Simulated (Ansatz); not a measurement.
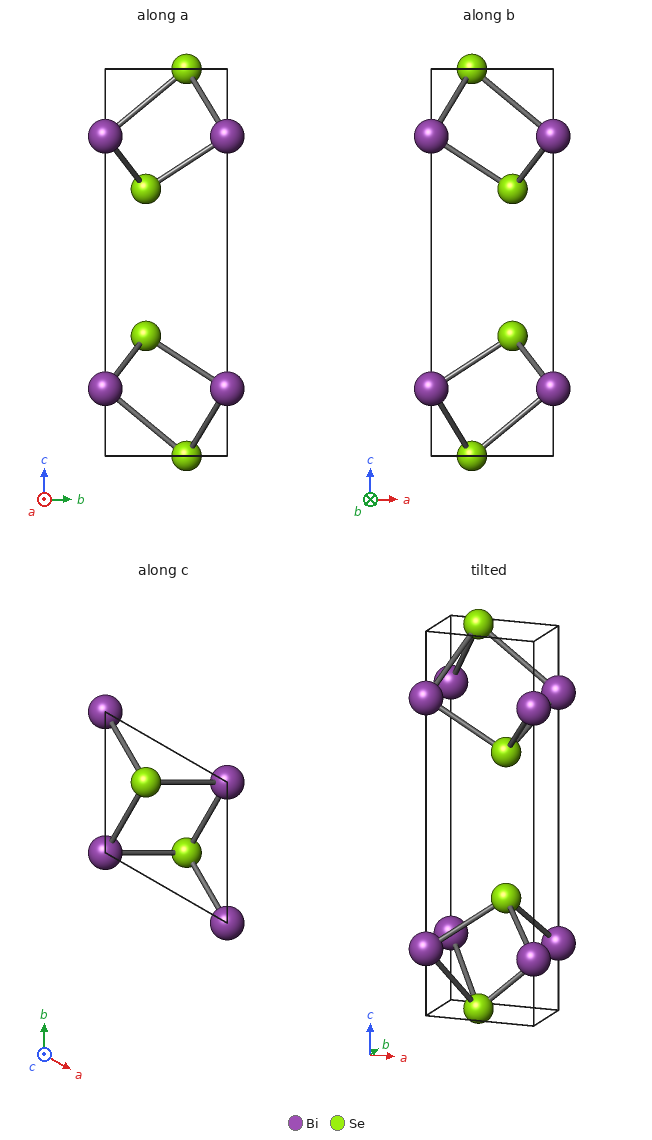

The crystal in a ball-and-stick representation, seen along the a axis, along the b axis, along the c axis and slightly off an axis. The outline marks the conventional unit cell.

Lattice parameters: a = 4.1761 Å, b = 4.1761 Å, c = 11.4767 Å, α = 90.000°, β = 90.000°, γ = 120.000°.

> Give the structure in the form of a CIF in P1 with every atom of the cell, with free fractional coordinates to two decimals.

```cif
data_structure
_symmetry_space_group_name_H-M 'P 1'
_symmetry_Int_Tables_number 1
_cell_length_a 4.1761
_cell_length_b 4.1761
_cell_length_c 11.4767
_cell_angle_alpha 90.000
_cell_angle_beta 90.000
_cell_angle_gamma 120.000
_cell_volume 173.34
loop_
_atom_site_label
_atom_site_type_symbol
_atom_site_fract_x
_atom_site_fract_y
_atom_site_fract_z
_atom_site_occupancy
Bi1 Bi 0.00 0.00 0.17 1
Bi2 Bi 0.00 0.00 0.83 1
Se1 Se 0.3333 0.6667 0.00 1
Se2 Se 0.6667 0.3333 0.31 1
Se3 Se 0.6667 0.3333 0.69 1
```

The structure comes from a structure type filled with these elements by a generator (whether the compound takes this form wasn't checked). This is the structure after a relaxation with DFT PBE, scalar-relativistic, plane waves, PAW (Ansatz 0.2.0).
